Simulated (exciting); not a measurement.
**HgTe: 7 runs along one coordinate**

System: HgTe (F-43m, 2 atoms in the cell).
Method: Kohn-Sham DFT of a periodic cell, PBEsol, all-electron LAPW+lo, shipped species files, no spin polarisation (exciting sodium).

The 7 runs differ only in the geometry, by an even scaling of the cell at fixed fractional positions. The structure derives from an entry of the Crystallography Open Database.

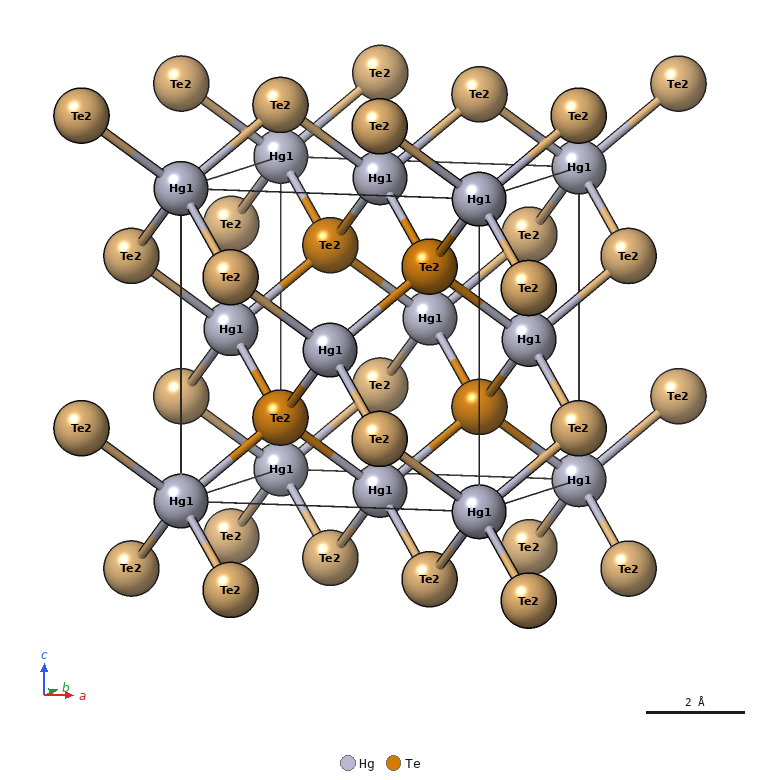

Figure 1. The structure of run 4 (ball-and-stick view of the cell 4 times as large as that of the calculation, set on its symmetry axes, seen slightly off an axis; neighbours outside the cell are drawn fainter; atoms are numbered from 1 in the order of the input).

**Input of run 4**
```
<input>
  <title>HgTe</title>
  <structure speciespath="./" tshift="false">
    <crystal scale="1">
      <basevect>0.000000000000 6.074524627610 6.074524627610</basevect>
      <basevect>6.074524627610 0.000000000000 6.074524627610</basevect>
      <basevect>6.074524627610 6.074524627610 0.000000000000</basevect>
    </crystal>
    <species speciesfile="Hg.xml" rmt="2.3">
      <atom coord="0.000000000000 0.000000000000 0.000000000000"/>
    </species>
    <species speciesfile="Te.xml" rmt="2.3">
      <atom coord="0.750000000000 0.750000000000 0.750000000000"/>
    </species>
  </structure>
  <groundstate do="fromscratch" ngridk="7 7 7" rgkmax="9" gmaxvr="14" lmaxapw="10" lmaxmat="10" lmaxvr="8" xctype="GGA_PBE_SOL" stype="Fermi Dirac" swidth="0.00183747" nempty="10" ValenceRelativity="iora*" epsengy="1e-05" epspot="1e-05" maxscl="60" tforce="true" outputlevel="normal"/>
</input>
```

Command:
```bash
OMP_NUM_THREADS=1 exciting_smp
```

Lattice vectors (Å) and fractional positions of run 4:
```
   0.000000    3.214500    3.214500
   3.214500    0.000000    3.214500
   3.214500    3.214500    0.000000
Hg  0.000000  0.000000  0.000000
Te  0.750000  0.750000  0.750000
```

Run 6 has the same physical settings and fractional positions; its lattice vectors (Å) are:
```
   0.000000    3.256801    3.256801
   3.256801    0.000000    3.256801
   3.256801    3.256801    0.000000
```

**Results, with one run withheld**

```tsv
run	volume per atom (Å³)	free energy per atom, from the lowest run given (meV)
1	31.223	50.01
2	31.887	30.56
3	32.551	15.93
4	33.215	6.00
5	33.880	0.50
6	34.544	?
7	35.208	0.00
```

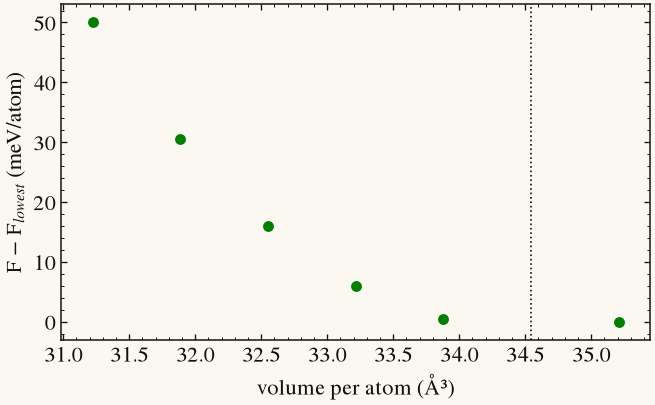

Figure 2. Free energy per atom of the runs given; the dotted line marks run 6.

Fit the runs given and predict run 6.

A cubic polynomial in V^(−2/3) (the Birch–Murnaghan form), fitted to the 6 runs given, misses them by at most 0.10 meV per atom. With x = V^(−2/3) − 0.09729 Å⁻², it reads F = 9.473 + 7186.2 x + 1.178e+06 x² + 7.2334e+05 x³ (meV per atom). At run 6 it gives −1.50 meV per atom, and the run itself gives −1.13. The fit has its minimum at 34.571 Å³ per atom, where V d²F/dV² gives 42.8 GPa: the bulk modulus at this level, since symmetry fixes the shape and the positions.

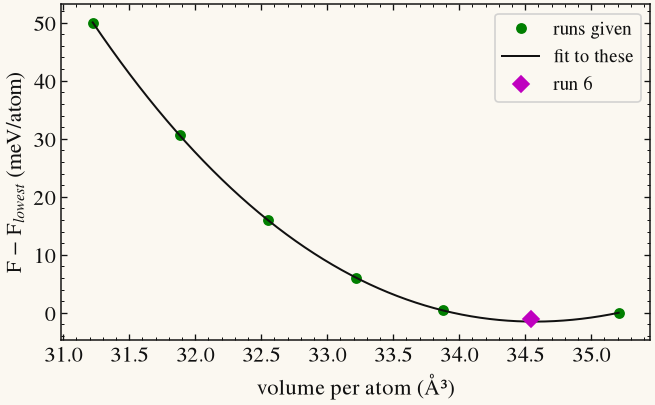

Figure 3. The fit and the withheld run.

**Some lines of the output (run 6)**
```
[...]
 Absolute change in total energy   (target) :  0.111692E-02  ( 0.100000E-04)
 Total energy                               :    -26450.49083107
 Fermi energy                               :         0.15557417
 DOS at Fermi energy (states/Ha/cell)       :         2.32446590
 Absolute change in total energy   (target) :  0.296416E-04  ( 0.100000E-04)
 Total energy                               :    -26450.49082206
 Fermi energy                               :         0.15557419
 DOS at Fermi energy (states/Ha/cell)       :         2.32446849
 Absolute change in total energy   (target) :  0.900776E-05  ( 0.100000E-04)
 Total energy                               :    -26450.49082080
 DOS at Fermi energy (states/Ha/cell)       :         2.32446749
 Absolute change in total energy   (target) :  0.126232E-05  ( 0.100000E-04)
 Total energy                               :    -26450.49082185
 DOS at Fermi energy (states/Ha/cell)       :         2.32446785
```

Notes: Spin–orbit coupling is left out, which matters for Hg.
